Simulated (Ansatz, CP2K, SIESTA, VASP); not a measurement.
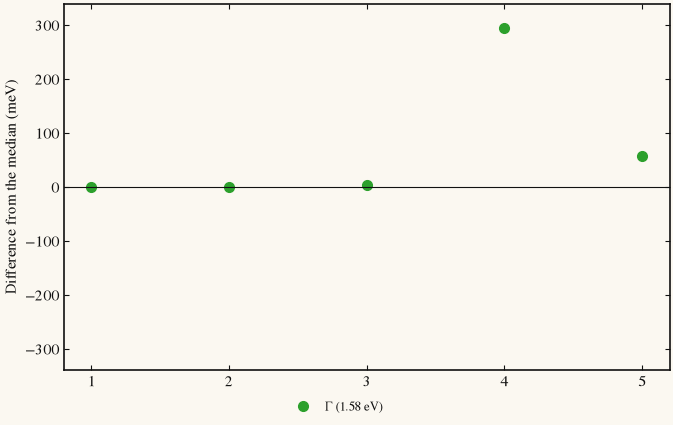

Direct gap at Γ, for CdS, space group P3m1, 2 atoms in the cell, volume scaled by a factor 0.94; a = 4.174 Å, c = 5.686 Å (hexagonal axes). Five runs by four programs used PBE (no spin polarisation, no spin-orbit coupling) on the same cell and 7×7×5 k mesh. The plot shows each result less the median of the plane-wave and all-electron runs, which the legend gives.

Q: The programs are Ansatz, Ansatz LAPW, CP2K, SIESTA and VASP. Which number lies farthest out, and which program is it likely to be?

A: Number 4, off by +295 meV at Γ; it is SIESTA (local basis). The numbers: 1 Ansatz LAPW; 2 Ansatz; 3 VASP; 4 SIESTA; 5 CP2K.

The plane-wave and all-electron programs (Ansatz, VASP and Ansatz LAPW) agree within 6 meV at this point; their potentials differ as well, also in the shells treated as valence. CP2K departs by +57 meV (at Γ) and SIESTA departs by +295 meV (at Γ).

```csv
program,kind,valence electrons,Γ (eV)
Ansatz LAPW,all-electron,–,1.578
Ansatz,plane waves,26,1.577
VASP,plane waves,18,1.582
SIESTA,local basis,26,1.873
CP2K,local basis,18,1.635
```

Settings. all-electron LAPW, Fermi-Dirac smearing of 0.05 eV (Ansatz 0.2.0). Ansatz PAW, 420 eV cutoff, Fermi-Dirac smearing of 0.05 eV (Ansatz 0.2.0). VASP PAW PBE potentials, release 64 (Cd, S), 520 eV cutoff, Fermi-Dirac smearing of 0.05 eV (VASP). PseudoDojo 0.4 standard (PBE files), DZP (energy shift 0.002 Ry) basis, Fermi-Dirac smearing of 0.05 eV (SIESTA). POTENTIAL_UZH Cd GTH-PBE-q12, S GTH-PBE-q6; TZVP-MOLOPT-PBE-GTH basis, Fermi-Dirac smearing of 0.05 eV (CP2K).

LDA, GGA and most meta-GGA functionals understate gaps. The usual form of CdS is wurtzite or zincblende. CP2K and SIESTA: the basis of atomic orbitals isn't converged, which shifts gaps and empty levels.
